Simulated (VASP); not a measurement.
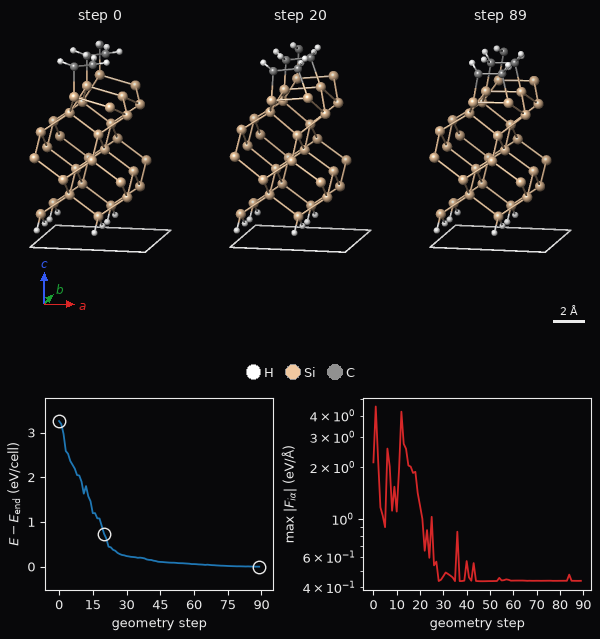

Frames of a relaxation of a slab of composition Si$_{7}$H$_{4}$C, marked on the history of the run. A ball-and-stick model of the 1 × 2 repeat of the cell, outlined in the plane, without the vacuum (origin shifted), seen slightly off an axis.

The run lets the atoms move in a fixed cell. 10 atoms are held fixed.

All numbers below come from Kohn-Sham DFT of a periodic cell, PBE, VASP PAW PBE potentials, recommended (VASP 6.6.1).

Input
```
PREC = Normal
ENCUT = 450
EDIFF = 1E-6
ISMEAR = 0
SIGMA = 0.05
LREAL = Auto
LASPH = True
NELM = 80
ALGO = Normal
ISIF = 2
LWAVE = False
LCHARG = False
LDIPOL = True
IDIPOL = 3
DIPOL = 0.5 0.5 0.500
GGA = PE
IBRION = 2
NSW = 90
EDIFFG = -0.03
KPAR = 4
NCORE = 2
```

Command:
```bash
cat potpaw_PBE.64/H/POTCAR potpaw_PBE.64/Si/POTCAR potpaw_PBE.64/C/POTCAR > POTCAR
mpirun -np 8 vasp_std > vasp.out
```

Question: Describe the path.

Answer: The relaxation stopped without meeting its thresholds, so the last structure isn't shown to be converged. An H atom moves most: 1.36 Å at 71° to the normal (−c side). By element the largest moves are H 1.36 Å, C 1.08 Å, Si 0.38 Å. The lattice vectors keep their values. Some distances before and after: C–Si 3.075 → 1.962 Å, Si–Si 2.536 → 2.333 Å, C–C 1.380 → 1.561 Å, Si–Si 2.243 → 2.365 Å. New bonds form, among them: C–Si (3.08 → 1.96 Å). Bond angles that change, for instance: Si–Si–C 104.1° → 78.4°, Si–Si–Si 99.4° → 111.5°, Si–C–C 90.0° → 101.0°. Over 89 geometry steps the energy falls by 3.260 eV per cell of the calculation. Largest force component: 2.1 eV/Å at the start, 0.44 eV/Å at the end. From step 0 to 20: H and Si atoms move most (0.64 Å), energy −2.520 eV per cell of the calculation. From step 20 to 89: an H atom moves most (0.76 Å), energy −0.739 eV per cell of the calculation.
